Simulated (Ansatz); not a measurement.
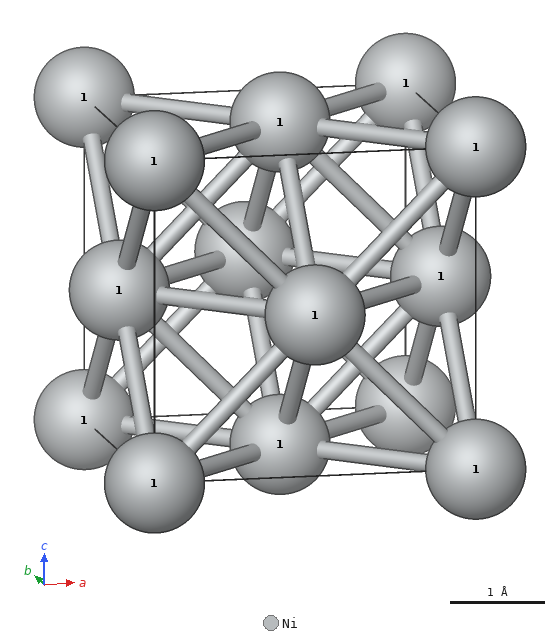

Reference structure: a crystal of Ni (set up in Fm-3m). A ball-and-stick model of the conventional cell (4 times the calculation's cell), seen slightly off an axis. Lengths and directions refer to the drawn axes.

The calculation used DFT PBE, scalar-relativistic, plane waves, PAW in Ansatz. (plane-wave cutoff 420 eV; k-point mesh 20 × 20 × 20; occupations gaussian; smearing width 0.1 eV; collinear spin)

The variant: The crystal is put under a hydrostatic pressure of 20 GPa. Cell and atoms are relaxed at that pressure.

Input file:
```yaml
crystal:
  lattice:
    - [0.0, 1.7106976088, 1.7106976088]
    - [1.7106976088, 0.0, 1.7106976088]
    - [1.7106976088, 1.7106976088, 0.0]
  atoms:
    - { symbol: Ni, position: [0.0, 0.0, 0.0], spin: 0.74 }
basis:
  ecutwfc: 420
kpoints:
  mp_grid: { grid: [20, 20, 20] }
hamiltonian:
  xc: pbe
scf:
  occupations: { method: gaussian, width: 0.1 }
output:
  forces: true
  stress: true
  eigenvalues: true
  populations: true
magnetization:
  spin_polarized: true
relax:
  adjacent_minimum: "off"
  f_tol: 0.008
  max_steps: 50
  cell: { stress_tol: 0.08, p_target: 20.0 }
```

Launched with:
```bash
ansatz run input.yaml --threads 1 --pin off --max-ram 2560MiB --backend cpu --events-out ev --progress --plain --runs-dir out
```

### What does the calculation give for the changed structure?

Energy change: +49.0 meV per atom. The pressure goes from 0.0 to 20.0 GPa. The absolute magnetisation per cell goes from 0.73 to 0.71 μB (net moment 0.64 and 0.63 μB). Both are metals. Cell: a = b = c 3.519 → 3.424 Å (−2.7 %). Volume −7.9 %. The atoms keep their places relative to the cell (all moves are under 0.005 Å). Some distances before and after: Ni–Ni 2.488 → 2.421 Å. The space group stays Fm-3m (No. 225).

The changed structure in the same view:

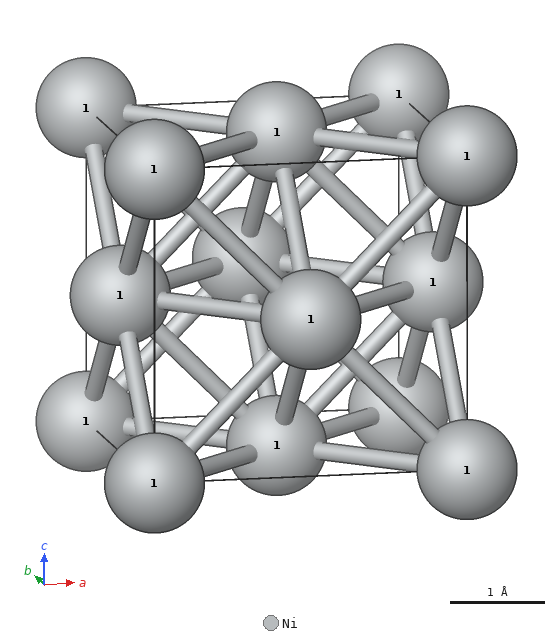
